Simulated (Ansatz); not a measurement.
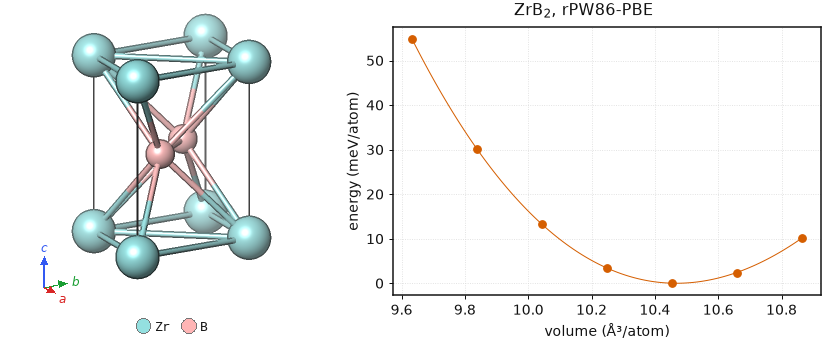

The plot gives the computed energy against volume for ZrB₂, space group P6/mmm (No. 191). The conventional cell is drawn beside the plot.

Cell as given: a = 3.170 Å, b = 3.170 Å, c = 3.533 Å, α = 90.00°, β = 90.00°, γ = 120.00°; 3 atoms.

How it was computed, with Ansatz 0.2.0: plane-wave DFT, no spin polarisation; energies at scaled volumes of the given cell, shape and fractions fixed, counted from the fit's minimum, third-order Birch-Murnaghan fit. Level: rPW86-PBE.

```
       setting       value
        k mesh     10×10×8
   occupations    Gaussian
smearing width      0.1 eV
    potentials  Ansatz PAW
   wave cutoff      420 eV
density cutoff     1680 eV
```

This calculation gives: equilibrium volume 10.47 Å³/atom and bulk modulus 230 GPa.

Now the level changes from rPW86-PBE with rPW86-PBE to PBE. The second calculation uses k mesh 10×10×8, smearing width 0.05 eV and occupations Fermi–Dirac. What happens?

The equilibrium volume falls from 10.47 to 10.28 Å³/atom (−1.8 %) and the bulk modulus rises from 230 to 239 GPa (+3.9 %).

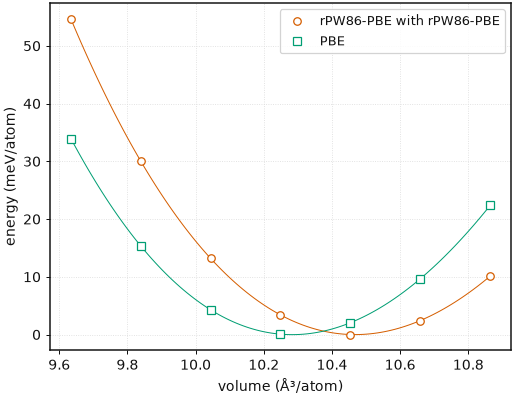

The two results together.

For rPW86-PBE with rPW86-PBE, limits of the calculation: the functional was run on potentials made for another functional; shape and atomic fractions are frozen while scaling, which makes layered, chain and framework solids too stiff.

For PBE, limits of the calculation: shape and atomic fractions are frozen while scaling, which makes layered, chain and framework solids too stiff.

V0 and the bulk modulus come from third-order Birch–Murnaghan fits.
